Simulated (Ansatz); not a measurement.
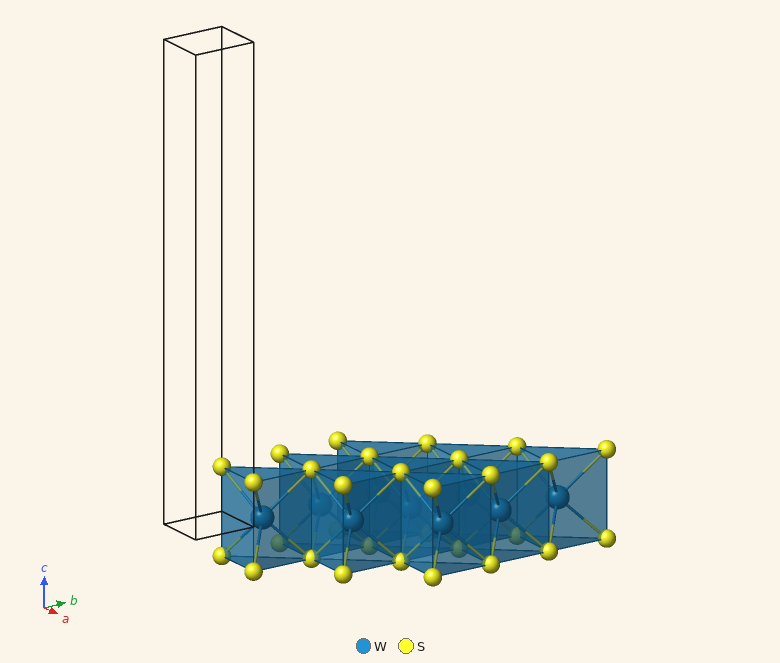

Polyhedra are drawn about W (bonds: S–W below 2.7 Å); other atoms are plain spheres.

WS2 (space group P-6m2, No. 187): coordinates from a relaxation in a fixed cell with DFT LDA, scalar-relativistic, plane waves, PAW (Ansatz).

Q: What figure surrounds each W atom, and what does it share with the other drawn polyhedra?

A: W: WS6 trigonal prism, sharing edges with six neighbours.

Q: What is the connectivity of the polyhedra: isolated, groups, chains, layers or framework?

A: They form layers of edge-sharing trigonal prisms parallel to (001).

Q: How far apart are the centres of linked polyhedra?

A: Centre to centre across a shared edge: 3.13 Å.
